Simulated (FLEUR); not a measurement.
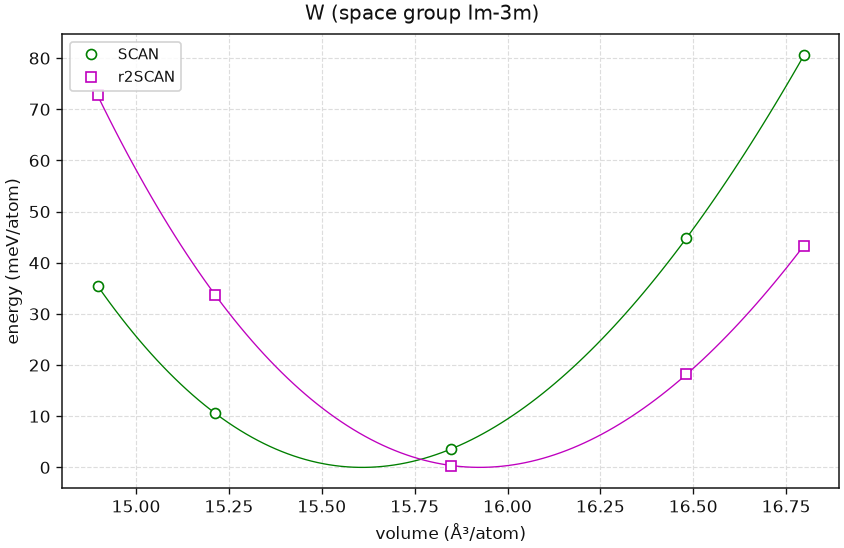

**Figure.** Energy against volume, with one curve for each functional, for W (space group Im-3m).

The fitted equilibrium volumes, smallest first, are SCAN 15.609, r2SCAN 15.925 Å³/atom. The fitted bulk moduli, smallest first, are r2SCAN 315.9, SCAN 323.0 GPa.

Calculation (FLEUR MaX-R8.1 (later development tree)): all-electron LAPW DFT, no spin polarisation; energies at scaled volumes of the given cell, shape and fractions fixed, counted from the fit's minimum, third-order Birch-Murnaghan fit. All runs: no spin polarisation.

- k mesh: 12×12×12
- occupations: Fermi–Dirac
- smearing width: 0.05 eV
- potentials: all electron
